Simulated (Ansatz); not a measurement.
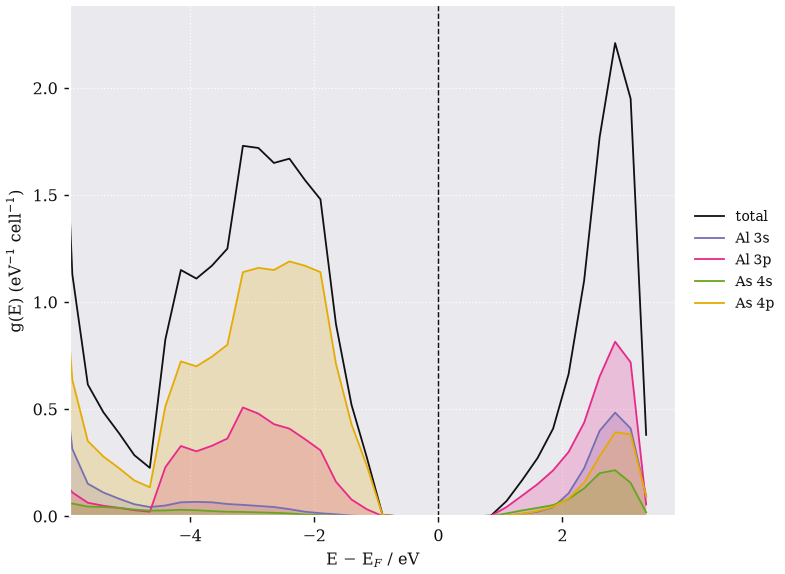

Density of states. Energies are counted from the Fermi level. The partial curves are projected on Löwdin-orthogonalised atomic shells.

System: AlAs, space group F-43m, 2 atoms in the cell, a database entry, rescaled; a = 3.98 Å, b = 3.98 Å, c = 3.98 Å, α = 60.00°, β = 60.00°, γ = 60.00°.

Level of theory: DFT with r2SCAN, PAW plane waves, no spin polarisation, 8×8×8 k mesh; code Ansatz.

### Metal or insulator, going by the density of states?

There is a gap; over the k points computed it is 1.77 eV.

### What is the character of the states on either side of the gap?

By projected weight, the top eV of the valence band is As 4p (80 %) and Al 3p (20 %); the bottom eV of the conduction band is Al 3p (65 %) and As 4s (20 %).

### Where is the tallest peak in the window, and which states make it?

The tallest peak in the window is at 2.8 eV; by projected weight it is Al 3p (45 %), Al 3s (25 %) and As 4p (20 %).
